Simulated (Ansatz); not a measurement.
System: PbO.

Space group P4/nmm; the calculation finds a residual pressure of about 3 GPa at this fixed cell. Spin-orbit coupling, left out here, splits and shifts the levels of such heavy elements, by tenths of an eV up to several eV.

```yaml
crystal:
  lattice:
    - [3.99000, 0.00000, 0.00000]
    - [0.00000, 3.99000, 0.00000]
    - [0.00000, 0.00000, 5.01000]
  atoms:
    - { symbol: Pb, position: [0.00000, 0.50000, 0.24000] }
    - { symbol: Pb, position: [0.50000, 0.00000, 0.76000] }
    - { symbol: O, position: [0.00000, 0.00000, 0.00000] }
    - { symbol: O, position: [0.50000, 0.50000, 0.00000] }
```

Theory: DFT PBE, scalar-relativistic, plane waves, PAW in Ansatz.

> Which states lie at the band edges, or at the Fermi level if it is a metal?

It is gapped, with a Kohn–Sham gap of 1.2 eV on the k-point mesh.
The top of the valence band: O 2p (65 %), Pb 6s (25 %) and Pb 6p (10 %) by Löwdin projection on a minimal orbital set; in space O about 60 % and Pb about 40 %.
The bottom of the conduction band: Pb 6p (80 %) and O 2s (10 %) by Löwdin projection on a minimal orbital set; in space Pb about 80 % and O about 20 %.

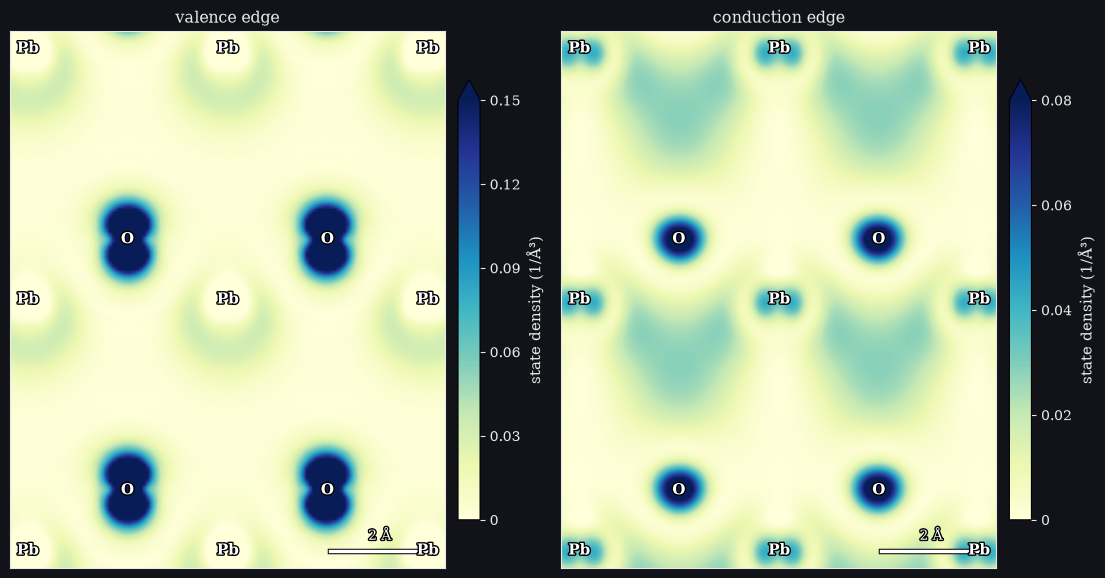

Computed densities of these states (windows −0.6 to 0.0 eV and +1.1 to +1.8 eV about the valence-band maximum) on the (100) plane of the conventional cell.

In a PAW calculation such maps are meaningful between the atoms, not at the nuclei.

Run time: 7.8 s on 1 thread of Arm Neoverse V1 (shared host), peak memory 0.39 GiB.
